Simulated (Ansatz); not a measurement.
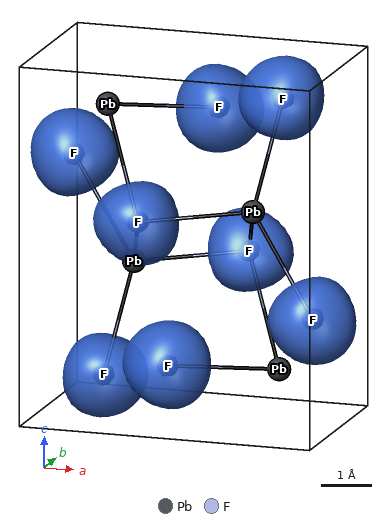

Figure. PbF₂. Isosurface of the ELF at 0.6 (blue), seen slightly off an axis. Core shells and regions of very low density are left out. Sticks mark near contacts.

Space group Pnma; changed on purpose from its base cell (volume × 0.91, shape and atoms relaxed); computed pressure about 7 GPa in this cell.

Method: DFT PBEsol, scalar-relativistic, plane waves, PAW in Ansatz 0.2.0.

Core electrons are frozen (PAW), and the valence fields are smoothed inside the atomic spheres.

Q: Describe the localisation domains.

A: The ELF exceeds this value in eight regions wrapped around F (the valence shell of each), counted in one cell of 12 atoms. Regions shared between cells count once.

Values along the shortest contacts:
Pb–F (2.40 Å): the ELF is about 0.15 at the midpoint: no localised pair shows between them. Pb–F (2.47 Å): the ELF is about 0.15 at the midpoint; no shared electron pair shows on this line.

Q: Metal or insulator at this level of theory?

A: It is gapped, with a Kohn–Sham gap of 3.9 eV on the k-point mesh (the band edges may lie off the mesh, which would make the gap smaller).
